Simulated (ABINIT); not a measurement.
**Run report: C, geometry relaxation (part 2 of 2)**

C (Fd-3m, 2 atoms in the cell); Kohn-Sham DFT of a periodic cell, PBEsol, PseudoDojo NC SR PBEsol v0.4 stringent, no spin polarisation (ABINIT 10.8.3); cutoff 1115.67 eV, 10×10×10 k-mesh, fermi-dirac of 0.05 eV. The structure derives from an entry of the Crystallography Open Database.

Geometry of the input (Å; fractional positions):
```
0.0000  1.7834  1.7834
1.7834  0.0000  1.7834
1.7834  1.7834  0.0000
C  0.7500  0.7500  0.7500
C  0.5000  0.5000  0.5000
```

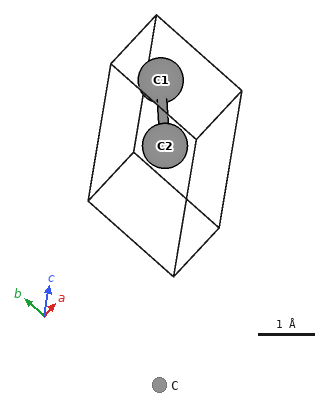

The geometry at step 2 of the log (ball-and-stick view of the cell of the calculation, seen at an oblique angle; atoms are numbered from 1 in the order of the input).

What the program printed, continued
```
 Cartesian coordinates (xcart) [bohr]
  5.03943500123153E+00  5.03943500123153E+00  5.03943500123153E+00
  3.35962333415435E+00  3.35962333415435E+00  3.35962333415435E+00
 Reduced coordinates (xred)
  7.50000000000000E-01  7.50000000000000E-01  7.50000000000000E-01
  5.00000000000000E-01  5.00000000000000E-01  5.00000000000000E-01
 Cartesian forces (fcart) [Ha/bohr]; max,rms= 0.00000E+00 0.00000E+00 (free atoms)
  0.00000000000000E+00  0.00000000000000E+00  0.00000000000000E+00
  0.00000000000000E+00  0.00000000000000E+00  0.00000000000000E+00
 Gradient of E wrt nuclear positions in reduced coordinates (gred)
 -0.00000000000000E+00 -0.00000000000000E+00 -0.00000000000000E+00
 -0.00000000000000E+00 -0.00000000000000E+00 -0.00000000000000E+00
 Scale of Primitive Cell (acell) [bohr]
  4.75122488362620E+00  4.75122488362620E+00  4.75122488362620E+00
 Real space primitive translations (rprimd) [bohr]
  0.00000000000000E+00  3.35962333415435E+00  3.35962333415435E+00
  3.35962333415435E+00  0.00000000000000E+00  3.35962333415435E+00
  3.35962333415435E+00  3.35962333415435E+00  0.00000000000000E+00
 Unitary Cell Volume (ucvol) [Bohr^3]=  7.58406004197505E+01
 Angles (23,13,12)= [degrees]
  6.00000000000000E+01  6.00000000000000E+01  6.00000000000000E+01
 Lengths [Bohr]
  4.75122488362620E+00  4.75122488362620E+00  4.75122488362620E+00
 Stress tensor in cartesian coordinates (strten) [Ha/bohr^3]
 -3.79837191170750E-05  0.00000000000000E+00  0.00000000000000E+00
  0.00000000000000E+00 -3.79837191170698E-05  0.00000000000000E+00
  0.00000000000000E+00  0.00000000000000E+00 -3.79837191170750E-05
 Total energy (etotal) [Ha]= -1.20082521991539E+01

 Difference of energy with previous step (new-old):
           Absolute (Ha)=-2.36096E-05
           Relative     =-1.96612E-06

--- Iteration: ( 3/50) Internal Cycle: (1/1)
--------------------------------------------------------------------------------

---SELF-CONSISTENT-FIELD CONVERGENCE--------------------------------------------

--- !BeginCycle
iteration_state: {dtset: 1, itime: 3, icycle: 1, }
solver: {iscf: 7, nstep: 80, nline: 4, wfoptalg: 0, }
tolerances: {tolvrs: 1.00E-12, }
...

     iter   Etot(hartree)      deltaE(h)  residm     vres2
 ETOT  1  -12.008254303730    -1.201E+01 1.064E-08 1.280E-02
 ETOT  2  -12.008255756038    -1.452E-06 6.598E-09 1.024E-04
 ETOT  3  -12.008255761474    -5.436E-09 2.310E-09 3.800E-06
 ETOT  4  -12.008255761694    -2.193E-10 1.772E-10 4.666E-09
 ETOT  5  -12.008255761694    -1.830E-13 5.981E-12 6.072E-12
 ETOT  6  -12.008255761694    -3.375E-14 4.685E-13 7.465E-15

 At SCF step    6       vres2   =  7.46E-15 < tolvrs=  1.00E-12 =>converged.

 Cartesian components of stress tensor (hartree/bohr^3)
  sigma(1 1)=  2.40140763E-07  sigma(3 2)=  0.00000000E+00
  sigma(2 2)=  2.40140763E-07  sigma(3 1)=  0.00000000E+00
  sigma(3 3)=  2.40140763E-07  sigma(2 1)=  0.00000000E+00

--- !ResultsGS
iteration_state: {dtset: 1, itime: 3, icycle: 1, }
comment   : Summary of ground state results
lattice_vectors:
- [  0.0000000,   3.3624130,   3.3624130, ]
- [  3.3624130,   0.0000000,   3.3624130, ]
- [  3.3624130,   3.3624130,   0.0000000, ]
lattice_lengths: [   4.75517,    4.75517,    4.75517, ]
lattice_angles: [ 60.000,  60.000,  60.000, ] # degrees, (23, 13, 12)
lattice_volume:   7.6029681E+01
convergence: {deltae: -3.375E-14, res2:  7.465E-15, residm:  4.685E-13, diffor: null, }
etotal    :  -1.20082558E+01
entropy   :   0.00000000E+00
fermie    :   4.36904826E-01
cartesian_stress_tensor: # hartree/bohr^3
- [  2.40140763E-07,   0.00000000E+00,   0.00000000E+00, ]
- [  0.00000000E+00,   2.40140763E-07,   0.00000000E+00, ]
- [  0.00000000E+00,   0.00000000E+00,   2.40140763E-07, ]
pressure_GPa:  -7.0652E-03
xred      :
- [  7.5000E-01,   7.5000E-01,   7.5000E-01,  C]
- [  5.0000E-01,   5.0000E-01,   5.0000E-01,  C]
cartesian_forces: # hartree/bohr
- [ -0.00000000E+00,  -0.00000000E+00,  -0.00000000E+00, ]
- [ -0.00000000E+00,  -0.00000000E+00,  -0.00000000E+00, ]
force_length_stats: {min:   0.00000000E+00, max:   0.00000000E+00, mean:   0.00000000E+00, }
...

 Integrated electronic density in atomic spheres:
 ------------------------------------------------
 Atom  Sphere_radius  Integrated_density
    1        2.00000          4.68727514
    2        2.00000          4.73361612

---OUTPUT-----------------------------------------------------------------------

 Cartesian coordinates (xcart) [bohr]
  5.04361952253131E+00  5.04361952253131E+00  5.04361952253131E+00
  3.36241301502088E+00  3.36241301502088E+00  3.36241301502088E+00
 Reduced coordinates (xred)
  7.50000000000000E-01  7.50000000000000E-01  7.50000000000000E-01
  5.00000000000000E-01  5.00000000000000E-01  5.00000000000000E-01
 Cartesian forces (fcart) [Ha/bohr]; max,rms= 0.00000E+00 0.00000E+00 (free atoms)
 -0.00000000000000E+00 -0.00000000000000E+00 -0.00000000000000E+00
 -0.00000000000000E+00 -0.00000000000000E+00 -0.00000000000000E+00
 Gradient of E wrt nuclear positions in reduced coordinates (gred)
  0.00000000000000E+00  0.00000000000000E+00  0.00000000000000E+00
  0.00000000000000E+00  0.00000000000000E+00  0.00000000000000E+00
 Scale of Primitive Cell (acell) [bohr]
  4.75517008814233E+00  4.75517008814233E+00  4.75517008814233E+00
 Real space primitive translations (rprimd) [bohr]
  0.00000000000000E+00  3.36241301502088E+00  3.36241301502088E+00
  3.36241301502088E+00  0.00000000000000E+00  3.36241301502088E+00
  3.36241301502088E+00  3.36241301502088E+00  0.00000000000000E+00
 Unitary Cell Volume (ucvol) [Bohr^3]=  7.60296812588308E+01
 Angles (23,13,12)= [degrees]
  6.00000000000000E+01  6.00000000000000E+01  6.00000000000000E+01
 Lengths [Bohr]
  4.75517008814233E+00  4.75517008814233E+00  4.75517008814233E+00
 Stress tensor in cartesian coordinates (strten) [Ha/bohr^3]
  2.40140762872154E-07  0.00000000000000E+00  0.00000000000000E+00
  0.00000000000000E+00  2.40140762875624E-07  0.00000000000000E+00
  0.00000000000000E+00  0.00000000000000E+00  2.40140762879093E-07
 Total energy (etotal) [Ha]= -1.20082557616939E+01

 Difference of energy with previous step (new-old):
           Absolute (Ha)=-3.56254E-06
           Relative     =-2.96674E-07

--- Iteration: ( 4/50) Internal Cycle: (1/1)
--------------------------------------------------------------------------------

---SELF-CONSISTENT-FIELD CONVERGENCE--------------------------------------------

--- !BeginCycle
iteration_state: {dtset: 1, itime: 4, icycle: 1, }
solver: {iscf: 7, nstep: 80, nline: 4, wfoptalg: 0, }
tolerances: {tolvrs: 1.00E-12, }
...

     iter   Etot(hartree)      deltaE(h)  residm     vres2
 ETOT  1  -12.008255761771    -1.201E+01 4.050E-13 5.065E-07
 ETOT  2  -12.008255761828    -5.753E-11 2.651E-13 4.062E-09
 ETOT  3  -12.008255761829    -2.487E-13 9.112E-14 1.505E-10
 ETOT  4  -12.008255761829     2.842E-14 6.987E-15 1.842E-13

 At SCF step    4       vres2   =  1.84E-13 < tolvrs=  1.00E-12 =>converged.

 Cartesian components of stress tensor (hartree/bohr^3)
  sigma(1 1)=  5.59052995E-11  sigma(3 2)=  0.00000000E+00
  sigma(2 2)=  5.59053030E-11  sigma(3 1)=  0.00000000E+00
  sigma(3 3)=  5.59053030E-11  sigma(2 1)=  0.00000000E+00

--- !ResultsGS
iteration_state: {dtset: 1, itime: 4, icycle: 1, }
comment   : Summary of ground state results
lattice_vectors:
- [  0.0000000,   3.3623954,   3.3623954, ]
- [  3.3623954,   0.0000000,   3.3623954, ]
- [  3.3623954,   3.3623954,   0.0000000, ]
lattice_lengths: [   4.75515,    4.75515,    4.75515, ]
lattice_angles: [ 60.000,  60.000,  60.000, ] # degrees, (23, 13, 12)
lattice_volume:   7.6028489E+01
convergence: {deltae:  2.842E-14, res2:  1.842E-13, residm:  6.987E-15, diffor: null, }
etotal    :  -1.20082558E+01
entropy   :   0.00000000E+00
fermie    :   4.36915574E-01
cartesian_stress_tensor: # hartree/bohr^3
- [  5.59052995E-11,   0.00000000E+00,   0.00000000E+00, ]
- [  0.00000000E+00,   5.59053030E-11,   0.00000000E+00, ]
- [  0.00000000E+00,   0.00000000E+00,   5.59053030E-11, ]
pressure_GPa:  -1.6448E-06
xred      :
- [  7.5000E-01,   7.5000E-01,   7.5000E-01,  C]
- [  5.0000E-01,   5.0000E-01,   5.0000E-01,  C]
cartesian_forces: # hartree/bohr
- [ -0.00000000E+00,  -0.00000000E+00,  -0.00000000E+00, ]
- [ -0.00000000E+00,  -0.00000000E+00,  -0.00000000E+00, ]
force_length_stats: {min:   0.00000000E+00, max:   0.00000000E+00, mean:   0.00000000E+00, }
...

 Integrated electronic density in atomic spheres:
 ------------------------------------------------
 Atom  Sphere_radius  Integrated_density
    1        2.00000          4.68727297
    2        2.00000          4.73361391

---OUTPUT-----------------------------------------------------------------------

 Cartesian coordinates (xcart) [bohr]
  5.04359316821628E+00  5.04359316821628E+00  5.04359316821628E+00
  3.36239544547752E+00  3.36239544547752E+00  3.36239544547752E+00
 Reduced coordinates (xred)
  7.50000000000000E-01  7.50000000000000E-01  7.50000000000000E-01
  5.00000000000000E-01  5.00000000000000E-01  5.00000000000000E-01
 Cartesian forces (fcart) [Ha/bohr]; max,rms= 0.00000E+00 0.00000E+00 (free atoms)
 -0.00000000000000E+00 -0.00000000000000E+00 -0.00000000000000E+00
 -0.00000000000000E+00 -0.00000000000000E+00 -0.00000000000000E+00
 Gradient of E wrt nuclear positions in reduced coordinates (gred)
  0.00000000000000E+00  0.00000000000000E+00  0.00000000000000E+00
  0.00000000000000E+00  0.00000000000000E+00  0.00000000000000E+00
 Scale of Primitive Cell (acell) [bohr]
  4.75514524105583E+00  4.75514524105583E+00  4.75514524105583E+00
 Real space primitive translations (rprimd) [bohr]
  0.00000000000000E+00  3.36239544547752E+00  3.36239544547752E+00
  3.36239544547752E+00  0.00000000000000E+00  3.36239544547752E+00
  3.36239544547752E+00  3.36239544547752E+00  0.00000000000000E+00
 Unitary Cell Volume (ucvol) [Bohr^3]=  7.60284894363550E+01
 Angles (23,13,12)= [degrees]
  6.00000000000000E+01  6.00000000000000E+01  6.00000000000000E+01
 Lengths [Bohr]
  4.75514524105583E+00  4.75514524105583E+00  4.75514524105583E+00
 Stress tensor in cartesian coordinates (strten) [Ha/bohr^3]
  5.59052994869580E-11  0.00000000000000E+00  0.00000000000000E+00
  0.00000000000000E+00  5.59053029564049E-11  0.00000000000000E+00
  0.00000000000000E+00  0.00000000000000E+00  5.59053029564049E-11
 Total energy (etotal) [Ha]= -1.20082557618286E+01

 Difference of energy with previous step (new-old):
           Absolute (Ha)=-1.34747E-10
           Relative     =-1.12212E-11

 At Broyd/MD step   4, gradients are converged :
  max grad (force/stress) = 5.5905E-09 < tolmxf= 2.0000E-05 ha/bohr (free atoms)

================================================================================

 ----iterations are completed or convergence reached----

 Mean square residual over all n,k,spin=   38.084E-17; max=  69.869E-16
 reduced coordinates (array xred) for    2 atoms
       0.750000000000      0.750000000000      0.750000000000
       0.500000000000      0.500000000000      0.500000000000
 rms dE/dt=  0.0000E+00; max dE/dt=  0.0000E+00; dE/dt below (all hartree)
    1       0.000000000000      0.000000000000      0.000000000000
    2       0.000000000000      0.000000000000      0.000000000000

 cartesian coordinates (angstrom) at end:
    1      2.66895456387547     2.66895456387547     2.66895456387547
    2      1.77930304258364     1.77930304258364     1.77930304258364

 cartesian forces (hartree/bohr) at end:
    1     -0.00000000000000    -0.00000000000000    -0.00000000000000
    2     -0.00000000000000    -0.00000000000000    -0.00000000000000
 frms,max,avg= 0.0000000E+00 0.0000000E+00   0.000E+00  0.000E+00  0.000E+00 h/b

 cartesian forces (eV/Angstrom) at end:
    1     -0.00000000000000    -0.00000000000000    -0.00000000000000
    2     -0.00000000000000    -0.00000000000000    -0.00000000000000
 frms,max,avg= 0.0000000E+00 0.0000000E+00   0.000E+00  0.000E+00  0.000E+00 e/A
 length scales=  4.755145241056  4.755145241056  4.755145241056 bohr
              =  2.516314494394  2.516314494394  2.516314494394 angstroms
 Fermi (or HOMO) energy (hartree) =   0.43692   Average Vxc (hartree)=  -0.50247
 Eigenvalues (hartree) for nkpt=  47  k points:
 kpt#   1, nband=  8, wtk=  0.00100, kpt=  0.0000  0.0000  0.0000 (reduced coord)
  -0.41426    0.38111    0.38111    0.38111    0.58627    0.58627    0.58627    0.87738
      occupation numbers for kpt#   1
   2.00000    2.00000    2.00000    2.00000    0.00000    0.00000    0.00000    0.00000
 prteigrs : prtvol=0 or 1, do not print more k-points.

--- !EnergyTerms
iteration_state     : {dtset: 1, itime: 4, icycle: 1, }
comment             : Components of total free energy in Hartree
kinetic             :  8.46713904642445E+00
hartree             :  9.44281487748960E-01
xc                  : -4.31411519793262E+00
Ewald energy        : -1.28165723074296E+01
psp_core            :  9.15255309847679E-01
local_psp           : -4.61861581073781E+00
non_local_psp       : -5.85628289749671E-01
internal            : -1.20082557618286E+01
'-kT*entropy'       :  6.26473027374478E-16
total_energy        : -1.20082557618286E+01
total_energy_eV     : -3.26761285675645E+02
band_energy         :  3.83892958620432E-01
...

 Cartesian components of stress tensor (hartree/bohr^3)
  sigma(1 1)=  5.59052995E-11  sigma(3 2)=  0.00000000E+00
  sigma(2 2)=  5.59053030E-11  sigma(3 1)=  0.00000000E+00
  sigma(3 3)=  5.59053030E-11  sigma(2 1)=  0.00000000E+00

-Cartesian components of stress tensor (GPa)         [Pressure= -1.6448E-06 GPa]
- sigma(1 1)=  1.64479070E-06  sigma(3 2)=  0.00000000E+00
- sigma(2 2)=  1.64479080E-06  sigma(3 1)=  0.00000000E+00
- sigma(3 3)=  1.64479080E-06  sigma(2 1)=  0.00000000E+00

== END DATASET(S) ==============================================================
================================================================================

 -outvars: echo values of variables after computation  --------
            acell      4.7551452411E+00  4.7551452411E+00  4.7551452411E+00 Bohr
           etotal     -1.2008255762E+01
            fcart     -0.0000000000E+00 -0.0000000000E+00 -0.0000000000E+00
                      -0.0000000000E+00 -0.0000000000E+00 -0.0000000000E+00
            rprim      0.0000000000E+00  7.0710678119E-01  7.0710678119E-01
                       7.0710678119E-01  0.0000000000E+00  7.0710678119E-01
                       7.0710678119E-01  7.0710678119E-01  0.0000000000E+00
           strten      5.5905299487E-11  5.5905302956E-11  5.5905302956E-11
                       0.0000000000E+00  0.0000000000E+00  0.0000000000E+00
           xangst      2.6689545639E+00  2.6689545639E+00  2.6689545639E+00
                       1.7793030426E+00  1.7793030426E+00  1.7793030426E+00
             xred      7.5000000000E-01  7.5000000000E-01  7.5000000000E-01
                       5.0000000000E-01  5.0000000000E-01  5.0000000000E-01
 Calculation completed.
```

Trajectory as extended XYZ (Å, eV, eV/Å), 4 frames, from step=0 to step=3
```
2
Lattice="0.0000 1.7834 1.7834 1.7834 0.0000 1.7834 1.7834 1.7834 0.0000" Properties=species:S:1:pos:R:3:forces:R:3 step=0 energy=-326.76055
C     2.6751    2.6751    2.6751    0.0000   0.0000   0.0000
C     1.7834    1.7834    1.7834    0.0000   0.0000   0.0000
2
Lattice="0.0000 1.7778 1.7778 1.7778 0.0000 1.7778 1.7778 1.7778 0.0000" Properties=species:S:1:pos:R:3:forces:R:3 step=1 energy=-326.76119
C     2.6668    2.6668    2.6668    0.0000   0.0000   0.0000
C     1.7778    1.7778    1.7778    0.0000   0.0000   0.0000
2
Lattice="0.0000 1.7793 1.7793 1.7793 0.0000 1.7793 1.7793 1.7793 0.0000" Properties=species:S:1:pos:R:3:forces:R:3 step=2 energy=-326.76129
C     2.6690    2.6690    2.6690    0.0000   0.0000   0.0000
C     1.7793    1.7793    1.7793    0.0000   0.0000   0.0000
2
Lattice="0.0000 1.7793 1.7793 1.7793 0.0000 1.7793 1.7793 1.7793 0.0000" Properties=species:S:1:pos:R:3:forces:R:3 step=3 energy=-326.76129
C     2.6690    2.6690    2.6690    0.0000   0.0000   0.0000
C     1.7793    1.7793    1.7793    0.0000   0.0000   0.0000
```

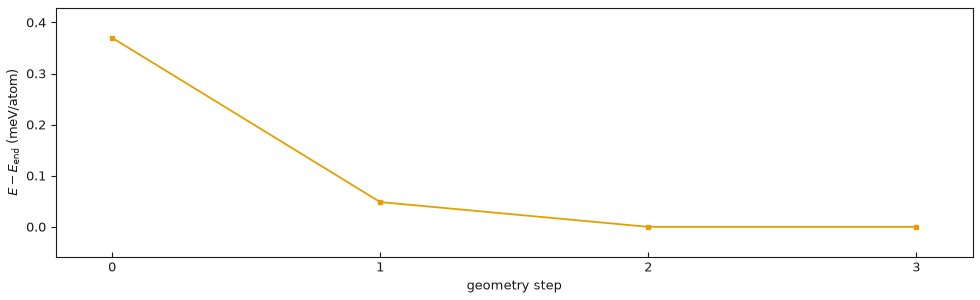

Progress of the relaxation, step by step (steps are counted from 0). The atoms keep their places relative to the cell (all moves are under 0.005 Å). The volume changes by −0.7 %, with a = b = c 3.567 → 3.559 Å (−0.2 %). The space group stays Fd-3m (No. 227). Over 3 geometry steps the energy falls by 0.4 meV per atom. All forces vanish by symmetry, so only the cell relaxes.

Summary

| quantity | value |
| --- | --- |
| outcome | converged |
| space group (tolerance 0.01 Å) | Fd-3m (227) |
| electrons treated | 8 |
| free energy | −326.7613 eV |
| Fermi energy | 11.889 eV |
| gap on the k-point mesh | 4.09 eV |
| pressure | 0.00 GPa |
| final volume | 11.27 Å³ |
| largest force (length of the vector) at the end | under 0.001 eV/Å |
| final cell | a = 2.516 Å, b = 2.516 Å, c = 2.516 Å, α = 60.00°, β = 60.00°, γ = 60.00° |
| wall time | 26 s |
| peak memory | 0.07 GiB |
